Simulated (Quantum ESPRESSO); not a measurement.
# Grüneisen parameters and expansion of GaP (F-43m), part 5 of 8

Aim: how the vibrations of GaP shift with volume, and the expansion that follows.

What experiment has found for this phase:
- volume expansion coefficient 15.9 1e-6/K, heat capacity C_P per formula unit 44.2 J/mol/K and bulk modulus 88.7 GPa near room temperature (given in “High-Throughput Prediction of Finite-Temperature Properties using the Quasi-Harmonic Approximation”, 2016, arXiv:1603.06924)

Quantum ESPRESSO 7.5; DFT LDA, scalar-relativistic, plane waves, GBRV ultrasoft pseudopotentials.

So far, gap on the k-mesh (eV): step 2 (probe on a coarse mesh) 1.49; step 3 (finding the static equilibrium) 1.43.

## (6) Forces on a displaced cell

System of this step: GaP. The structure is monoclinic, space group Cm (No. 8). Conventional cell: a = 13.209 Å, b = 7.626 Å, c = 7.626 Å, α = 90.00°, β = 125.26°, γ = 90.00°. Ga has 4 P at 2.32 to 2.35 Å nearest. Nearest to Ga lie 4 P at 2.34 Å. Ga has 4 P at 2.34 Å nearest. Farther neighbours are not listed.

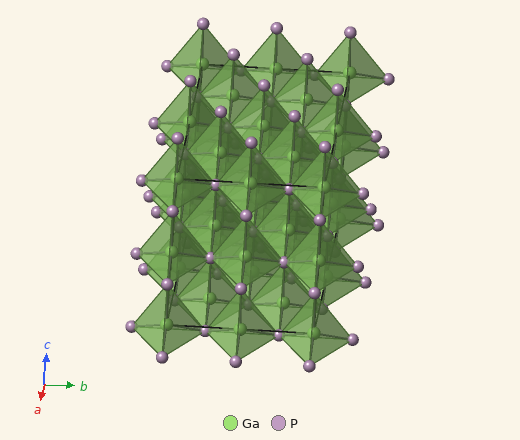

The cell of this step (gallium green, phosphorus pink). Some periodic images of atoms are drawn too.

disp-00001.in reads:

```
 &control
    calculation='scf',
    prefix='x',
    outdir='./tmp',
    pseudo_dir='./pseudo',
    tprnfor=.true.,
    disk_io='none',
 /
 &system
    ibrav=0,
    nat=16,
    ntyp=2,
    ecutwfc=34.0,
    ecutrho=204.0,
    occupations='fixed',
    nbnd=98,
 /
 &electrons
    conv_thr=1.0d-11,
    mixing_beta=0.7,
    electron_maxstep=100,
 /
ATOMIC_SPECIES
 Ga     69.7230  Ga.upf
 P      30.9738  P.upf
CELL_PARAMETERS angstrom
     0.000000000    5.392584412    5.392584412
     5.392584412    0.000000000    5.392584412
     5.392584412    5.392584412    0.000000000
ATOMIC_POSITIONS crystal
 Ga     0.002622515   0.000000000   0.000000000
 Ga     0.500000000   0.000000000   0.000000000
 Ga     0.000000000   0.500000000   0.000000000
 Ga     0.500000000   0.500000000   0.000000000
 Ga     0.000000000   0.000000000   0.500000000
 Ga     0.500000000   0.000000000   0.500000000
 Ga     0.000000000   0.500000000   0.500000000
 Ga     0.500000000   0.500000000   0.500000000
 P      0.125000000   0.125000000   0.125000000
 P      0.625000000   0.125000000   0.125000000
 P      0.125000000   0.625000000   0.125000000
 P      0.625000000   0.625000000   0.125000000
 P      0.125000000   0.125000000   0.625000000
 P      0.625000000   0.125000000   0.625000000
 P      0.125000000   0.625000000   0.625000000
 P      0.625000000   0.625000000   0.625000000
K_POINTS automatic
 3 3 3 0 0 0
```

The run is started by

```console
$ OMP_NUM_THREADS=1 mpirun -n 2 pw.x -nk 2 -in disp-00001.in > disp-00001.out
```

Output:

```text
[banner, memory and clock lines left out]
Program PWSCF v.7.5

     Message from routine setup:
     using ibrav=0 with symmetry is DISCOURAGED, use correct ibrav instead

     G-vector sticks info

     bravais-lattice index     =            0
     lattice parameter (alat)  =      14.4116  a.u.
     unit-cell volume          =    2116.4960 (a.u.)^3
     number of atoms/cell      =           16
     number of atomic types    =            2
     number of electrons       =       192.00
     number of Kohn-Sham states=           98
     kinetic-energy cutoff     =      34.0000  Ry
     charge density cutoff     =     204.0000  Ry
     scf convergence threshold =      1.0E-11
     mixing beta               =       0.7000
     number of iterations used =            8  plain     mixing
     Exchange-correlation=  SLA  PZ   NOGX NOGC
                           (   1   1   0   0   0   0   0)

     celldm(1)=  14.411554  celldm(2)=   0.000000  celldm(3)=   0.000000
     celldm(4)=   0.000000  celldm(5)=   0.000000  celldm(6)=   0.000000

     crystal axes: (cart. coord. in units of alat)
               a(1) = (   0.000000   0.707107   0.707107 )
               a(2) = (   0.707107   0.000000   0.707107 )
               a(3) = (   0.707107   0.707107   0.000000 )

     reciprocal axes: (cart. coord. in units 2 pi/alat)
               b(1) = ( -0.707107  0.707107  0.707107 )
               b(2) = (  0.707107 -0.707107  0.707107 )
               b(3) = (  0.707107  0.707107 -0.707107 )

     PseudoPot. # 1 for Ga read from file:
     ./pseudo/Ga.upf
     Pseudo is Ultrasoft + core correction, Zval = 19.0
     Using radial grid of  871 points,  6 beta functions with:
                l(1) =   0
                l(2) =   0
                l(3) =   1
                l(4) =   1
                l(5) =   2
                l(6) =   2
     Q(r) pseudized with  8 coefficients,  rinner =    1.250   1.250   1.250
                                                       1.250   1.250

     PseudoPot. # 2 for P  read from file:
     ./pseudo/P.upf
     Pseudo is Ultrasoft + core correction, Zval =  5.0
     Using radial grid of  903 points,  6 beta functions with:
                l(1) =   0
                l(2) =   0
                l(3) =   1
                l(4) =   1
                l(5) =   2
                l(6) =   2
     Q(r) pseudized with  8 coefficients,  rinner =    1.300   1.300   1.300
                                                       1.300   1.300

     atomic species   valence    mass     pseudopotential
     Ga               19.00    69.72300     Ga( 1.00)
     P                 5.00    30.97380     P ( 1.00)

      2 Sym. Ops. (no inversion) found

   Cartesian axes

     site n.     atom                  positions (alat units)
         1        Ga     tau(   1) = (   0.0000000   0.0018544   0.0018544  )
         2        Ga     tau(   2) = (   0.0000000   0.3535534   0.3535534  )
         3        Ga     tau(   3) = (   0.3535534   0.0000000   0.3535534  )
         4        Ga     tau(   4) = (   0.3535534   0.3535534   0.7071068  )
         5        Ga     tau(   5) = (   0.3535534   0.3535534   0.0000000  )
         6        Ga     tau(   6) = (   0.3535534   0.7071068   0.3535534  )
         7        Ga     tau(   7) = (   0.7071068   0.3535534   0.3535534  )
         8        Ga     tau(   8) = (   0.7071068   0.7071068   0.7071068  )
         9        P      tau(   9) = (   0.1767767   0.1767767   0.1767767  )
        10        P      tau(  10) = (   0.1767767   0.5303301   0.5303301  )
        11        P      tau(  11) = (   0.5303301   0.1767767   0.5303301  )
        12        P      tau(  12) = (   0.5303301   0.5303301   0.8838835  )
        13        P      tau(  13) = (   0.5303301   0.5303301   0.1767767  )
        14        P      tau(  14) = (   0.5303301   0.8838835   0.5303301  )
        15        P      tau(  15) = (   0.8838835   0.5303301   0.5303301  )
        16        P      tau(  16) = (   0.8838835   0.8838835   0.8838835  )

     number of k points=    10
                       cart. coord. in units 2pi/alat
        k(    1) = (   0.0000000   0.0000000   0.0000000), wk =   0.0740741
        k(    2) = (   0.2357023   0.2357023  -0.2357023), wk =   0.2962963
        k(    3) = (   0.4714045   0.0000000  -0.0000000), wk =   0.1481481
        k(    4) = (  -0.0000000  -0.4714045   0.4714045), wk =   0.1481481
        k(    5) = (  -0.2357023   0.2357023   0.2357023), wk =   0.1481481
        k(    6) = (   0.2357023   0.2357023   0.2357023), wk =   0.1481481
        k(    7) = (   0.0000000   0.4714045  -0.0000000), wk =   0.2962963
        k(    8) = (   0.0000000  -0.4714045  -0.4714045), wk =   0.1481481
        k(    9) = (  -0.4714045   0.0000000  -0.4714045), wk =   0.2962963
        k(   10) = (   0.4714045   0.0000000  -0.4714045), wk =   0.2962963

     Dense  grid:   103979 G-vectors     FFT dimensions: (  72,  72,  72)

     Smooth grid:    56833 G-vectors     FFT dimensions: (  54,  54,  54)

     Check: negative core charge=   -0.000001

     Initial potential from superposition of free atoms

     starting charge     183.9988, renormalised to     192.0000
     Starting wfcs are  128 randomized atomic wfcs

     per-process dynamical memory:   155.6 Mb

     Self-consistent Calculation

     iteration #  1     ecut=    34.00 Ry     beta= 0.70
     Davidson diagonalization with overlap
     ethr =  1.00E-02,  avg # of iterations =  3.7

     total energy              =   -3408.53802459 Ry
     estimated scf accuracy    <      55.03303631 Ry

     iteration #  2     ecut=    34.00 Ry     beta= 0.70
     Davidson diagonalization with overlap
     ethr =  1.00E-02,  avg # of iterations =  3.2

     total energy              =   -3438.89940720 Ry
     estimated scf accuracy    <      54.77423201 Ry

     iteration #  3     ecut=    34.00 Ry     beta= 0.70
     Davidson diagonalization with overlap
     ethr =  1.00E-02,  avg # of iterations =  3.1

     total energy              =   -3444.56343534 Ry
     estimated scf accuracy    <       3.83065000 Ry

     iteration #  4     ecut=    34.00 Ry     beta= 0.70
     Davidson diagonalization with overlap
     ethr =  2.00E-03,  avg # of iterations =  2.0

     total energy              =   -3444.56536084 Ry
     estimated scf accuracy    <       0.73475595 Ry

     iteration #  5     ecut=    34.00 Ry     beta= 0.70
     Davidson diagonalization with overlap
     ethr =  3.83E-04,  avg # of iterations =  2.8

     total energy              =   -3444.72088199 Ry
     estimated scf accuracy    <       0.01003862 Ry

     iteration #  6     ecut=    34.00 Ry     beta= 0.70
     Davidson diagonalization with overlap
     ethr =  5.23E-06,  avg # of iterations = 12.7

     total energy              =   -3444.72929123 Ry
     estimated scf accuracy    <       0.00295843 Ry

     iteration #  7     ecut=    34.00 Ry     beta= 0.70
     Davidson diagonalization with overlap
     c_bands:  2 eigenvalues not converged
     ethr =  1.54E-06,  avg # of iterations =  4.8

     total energy              =   -3444.72945258 Ry
     estimated scf accuracy    <       0.00110974 Ry

     iteration #  8     ecut=    34.00 Ry     beta= 0.70
     Davidson diagonalization with overlap
     c_bands:  2 eigenvalues not converged
     ethr =  5.78E-07,  avg # of iterations =  4.6

     total energy              =   -3444.72920826 Ry
     estimated scf accuracy    <       0.00060753 Ry

     iteration #  9     ecut=    34.00 Ry     beta= 0.70
     Davidson diagonalization with overlap
     ethr =  3.16E-07,  avg # of iterations =  4.1

     total energy              =   -3444.72930095 Ry
     estimated scf accuracy    <       0.00002321 Ry

     iteration # 10     ecut=    34.00 Ry     beta= 0.70
     Davidson diagonalization with overlap
     ethr =  1.21E-08,  avg # of iterations =  7.0

     total energy              =   -3444.72932608 Ry
     estimated scf accuracy    <       0.00000316 Ry

     iteration # 11     ecut=    34.00 Ry     beta= 0.70
     Davidson diagonalization with overlap
     ethr =  1.64E-09,  avg # of iterations =  3.6

     total energy              =   -3444.72932622 Ry
     estimated scf accuracy    <       0.00000051 Ry

     iteration # 12     ecut=    34.00 Ry     beta= 0.70
     Davidson diagonalization with overlap
     ethr =  2.68E-10,  avg # of iterations =  4.3

     total energy              =   -3444.72932638 Ry
     estimated scf accuracy    <       0.00000002 Ry

     iteration # 13     ecut=    34.00 Ry     beta= 0.70
     Davidson diagonalization with overlap
     ethr =  1.20E-11,  avg # of iterations =  5.8

     total energy              =   -3444.72932639 Ry
     estimated scf accuracy    <          5.8E-09 Ry

     iteration # 14     ecut=    34.00 Ry     beta= 0.70
     Davidson diagonalization with overlap
     ethr =  3.04E-12,  avg # of iterations =  2.4

     total energy              =   -3444.72932639 Ry
     estimated scf accuracy    <          1.1E-09 Ry

     iteration # 15     ecut=    34.00 Ry     beta= 0.70
     Davidson diagonalization with overlap
     ethr =  5.83E-13,  avg # of iterations =  3.9

     total energy              =   -3444.72932639 Ry
     estimated scf accuracy    <          7.9E-11 Ry

     iteration # 16     ecut=    34.00 Ry     beta= 0.70
     Davidson diagonalization with overlap
     ethr =  1.00E-13,  avg # of iterations =  4.3

     End of self-consistent calculation

          k = 0.0000 0.0000 0.0000 (  7119 PWs)   bands (ev):

   -85.8197 -85.8195 -85.8193 -85.8193 -85.8191 -85.8191 -85.8123 -85.8117
   -85.8113 -85.8112 -85.8111 -85.8111 -85.8111 -85.8110 -85.8109 -85.8109
   -85.8108 -85.8107 -85.8030 -85.8029 -85.8028 -85.8028 -85.8025 -85.8024
    -6.8799  -6.8774  -6.8766  -6.8410  -6.8398  -6.8397  -6.8367  -6.7500
    -6.7500  -6.7487  -6.7224  -6.7223  -6.7216  -6.7214  -6.7214  -6.7207
    -6.7205  -6.7199  -6.6805  -6.6803  -6.6801  -6.6766  -6.6755  -6.6754
    -6.6752  -6.6750  -6.6748  -6.6409  -6.6405  -6.6319  -6.6302  -6.6301
    -6.6299  -6.6298  -6.6297  -6.6288  -6.6268  -6.6128  -6.6119  -6.6112
    -4.8540  -2.6671  -2.6540  -2.6539  -2.6413  -1.6953  -1.6872  -1.6788
     0.9037   0.9055   0.9063   1.0003   1.0123   1.0130   1.0270   5.0879
     5.0933   5.0953   5.0955   5.0975   5.1029   6.7206   6.7350   6.7368
     6.7376   6.7441   6.7450   6.7469   6.7611   7.9122   7.9200   7.9279
     9.3333   9.3581

          k = 0.2357 0.2357-0.2357 (  7150 PWs)   bands (ev):

   -85.8197 -85.8196 -85.8193 -85.8193 -85.8191 -85.8191 -85.8123 -85.8117
   -85.8113 -85.8112 -85.8111 -85.8111 -85.8111 -85.8110 -85.8110 -85.8110
   -85.8108 -85.8107 -85.8030 -85.8030 -85.8028 -85.8028 -85.8025 -85.8024
    -6.8659  -6.8630  -6.8625  -6.8431  -6.8425  -6.8400  -6.8191  -6.7751
[...]
9.7414   9.7904

          k = 0.4714 0.0000-0.0000 (  7079 PWs)   bands (ev):

[...]
9.4785  10.5608

          k =-0.0000-0.4714 0.4714 (  7054 PWs)   bands (ev):

[...]
10.2660  10.6082

          k =-0.2357 0.2357 0.2357 (  7150 PWs)   bands (ev):

[...]
9.7374   9.7815

          k = 0.2357 0.2357 0.2357 (  7150 PWs)   bands (ev):

[...]
9.7451   9.7923

          k = 0.0000 0.4714-0.0000 (  7079 PWs)   bands (ev):

[...]
9.4784  10.5603

          k = 0.0000-0.4714-0.4714 (  7054 PWs)   bands (ev):

[...]
10.2661  10.6092

          k =-0.4714 0.0000-0.4714 (  7054 PWs)   bands (ev):

[...]
10.2705  10.6052

          k = 0.4714 0.0000-0.4714 (  7054 PWs)   bands (ev):

[...]
-6.7316  -6.7277  -6.7202  -6.7188  -6.7169  -6.7147  -6.7131  -6.7118
    -6.7098  -6.7091  -6.7052  -6.6974  -6.6966  -6.6923  -6.6897  -6.6895
    -6.6578  -6.6576  -6.6547  -6.6526  -6.6498  -6.6497  -6.6473  -6.6419
    -6.6355  -6.6329  -6.6311  -6.6300  -6.6258  -6.6250  -6.6221  -6.6218
    -3.8926  -3.5621  -3.5487  -2.6632  -2.6519  -1.9546  -1.9435  -1.9332
     1.2795   1.2880   1.3552   2.1793   2.1890   3.3401   3.3490   3.6440
     4.0216   4.0276   4.0453   4.4932   4.4959   5.2921   5.2970   5.6958
     5.7472   5.7617   5.8628   6.0150   6.0267   6.2587   6.2751   7.3733
    10.2613  10.5991

     highest occupied, lowest unoccupied level (ev):     7.9279    9.3333

!    total energy              =   -3444.72932639 Ry
     estimated scf accuracy    <          9.0E-12 Ry

     The total energy is the sum of the following terms:
     one-electron contribution =   -3146.10116738 Ry
     hartree contribution      =    1640.13465513 Ry
     xc contribution           =    -429.81913802 Ry
     ewald contribution        =   -1508.94367613 Ry

     convergence has been achieved in  16 iterations

     Forces acting on atoms (cartesian axes, Ry/au):

     atom    1 type  1   force =    -0.00023845   -0.00626443   -0.00626443
     atom    2 type  1   force =     0.00000678    0.00078801    0.00078801
     atom    3 type  1   force =     0.00039149   -0.00059230    0.00039466
     atom    4 type  1   force =    -0.00039619    0.00039308   -0.00059376
     atom    5 type  1   force =     0.00039149    0.00039466   -0.00059230
     atom    6 type  1   force =    -0.00039619   -0.00059376    0.00039308
     atom    7 type  1   force =    -0.00000089   -0.00000092   -0.00000092
     atom    8 type  1   force =     0.00000147    0.00008705    0.00008705
     atom    9 type  2   force =     0.00229773    0.00267740    0.00267740
     atom   10 type  2   force =    -0.00209439    0.00251824    0.00251824
     atom   11 type  2   force =     0.00001990    0.00038772    0.00041846
     atom   12 type  2   force =    -0.00000069   -0.00010354   -0.00010553
     atom   13 type  2   force =     0.00001990    0.00041846    0.00038772
     atom   14 type  2   force =    -0.00000069   -0.00010553   -0.00010354
     atom   15 type  2   force =    -0.00010306   -0.00000241   -0.00000241
     atom   16 type  2   force =     0.00010181   -0.00000173   -0.00000173

     Total force =     0.010948     Total SCF correction =     0.000008
     Message from routine punch:
     Nothing written, as per user request (disk_io='none')
```

Elapsed: 2.3 min, on 2 MPI ranks of Intel Xeon Platinum 8375C at 2.90GHz (Ice Lake), shared host; 4.6 min of CPU time.

Numbers from this step:

* gap on the k-mesh: 1.405 eV

Force by atom:

| atom | x (eV/Å) | y (eV/Å) | z (eV/Å) | size |
| --- | --- | --- | --- | --- |
| Ga1 | -0.006 | -0.161 | -0.161 | 0.228 |
| Ga2 | 0.000 | 0.020 | 0.020 | 0.029 |
| Ga3 | 0.010 | -0.015 | 0.010 | 0.021 |
| Ga4 | -0.010 | 0.010 | -0.015 | 0.021 |
| Ga5 | 0.010 | 0.010 | -0.015 | 0.021 |
| Ga6 | -0.010 | -0.015 | 0.010 | 0.021 |
| Ga7 | 0.000 | 0.000 | 0.000 | 0.000 |
| Ga8 | 0.000 | 0.002 | 0.002 | 0.003 |
| P9 | 0.059 | 0.069 | 0.069 | 0.114 |
| P10 | -0.054 | 0.065 | 0.065 | 0.106 |
| P11 | 0.001 | 0.010 | 0.011 | 0.015 |
| P12 | 0.000 | -0.003 | -0.003 | 0.004 |
| P13 | 0.001 | 0.011 | 0.010 | 0.015 |
| P14 | 0.000 | -0.003 | -0.003 | 0.004 |
| P15 | -0.003 | 0.000 | 0.000 | 0.003 |
| P16 | 0.003 | 0.000 | 0.000 | 0.003 |

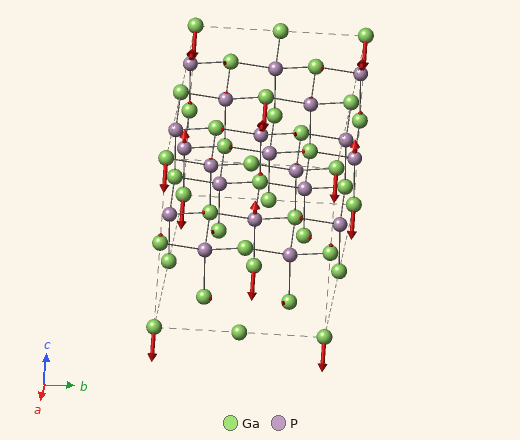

Force as arrows, the longest 0.228 eV/Å. Bonds to atoms that aren't drawn are left out. Some periodic images of atoms are drawn too.

## (7) Forces on a displaced cell

One atom (for the harmonic constants) or a pair of atoms (for the cubic ones) is moved by a few hundredths of an ångström; the forces on all atoms give a column of force constants. The threshold is tight because the forces are small.

disp-00002.in, as its differences from disp-00001.in of step 6:

```diff
@@ -30,3 +30,3 @@
 ATOMIC_POSITIONS crystal
- Ga     0.002622515   0.000000000   0.000000000
+ Ga     0.000000000   0.000000000   0.000000000
  Ga     0.500000000   0.000000000   0.000000000
@@ -38,3 +38,3 @@
  Ga     0.500000000   0.500000000   0.500000000
- P      0.125000000   0.125000000   0.125000000
+ P      0.127622515   0.125000000   0.125000000
  P      0.625000000   0.125000000   0.125000000
```

The run is started by

```console
$ OMP_NUM_THREADS=1 mpirun -n 2 pw.x -nk 2 -in disp-00002.in > disp-00002.out
```

Output:

```text
[banner, memory and clock lines left out]
Program PWSCF v.7.5

     Message from routine setup:
     using ibrav=0 with symmetry is DISCOURAGED, use correct ibrav instead

     G-vector sticks info

     bravais-lattice index     =            0
     lattice parameter (alat)  =      14.4116  a.u.
     unit-cell volume          =    2116.4960 (a.u.)^3
     number of atoms/cell      =           16
     number of atomic types    =            2
     number of electrons       =       192.00
[...]
atom    1 type  1   force =     0.00209257    0.00251873    0.00251873
     atom    2 type  1   force =    -0.00230121    0.00267623    0.00267623
     atom    3 type  1   force =    -0.00001750    0.00041083    0.00039423
[...]
atom   15 type  2   force =    -0.00000110   -0.00006520   -0.00006520
     atom   16 type  2   force =    -0.00000029    0.00003647    0.00003647

     Total force =     0.011602     Total SCF correction =     0.000002
     Message from routine punch:
     Nothing written, as per user request (disk_io='none')
[key lines of the parts left out:]
!    total energy              =   -3444.72931029 Ry
convergence has been achieved in  17 iterations
```

It took 2.3 min on 2 MPI ranks; 4.7 min of CPU time.

At this level the gap is 1.42 eV on the k-mesh of the self-consistent run, which can miss the band edges.

(Part 5 of 8 ends here.)

[Logs are printed without paths, hosts, clocks, repeated set-up lines and the standing remarks that a program may print on its own settings, such as how far it seeks lower states.]

[Hosts, paths, dates, database ids (printed as entryN), source tags and the programs' standing remarks are cut or masked in the printed files.]

[A step with changed settings may run another functional than the one named; its input shows which.]

[Of the runs on displaced cells, only some may be shown.]
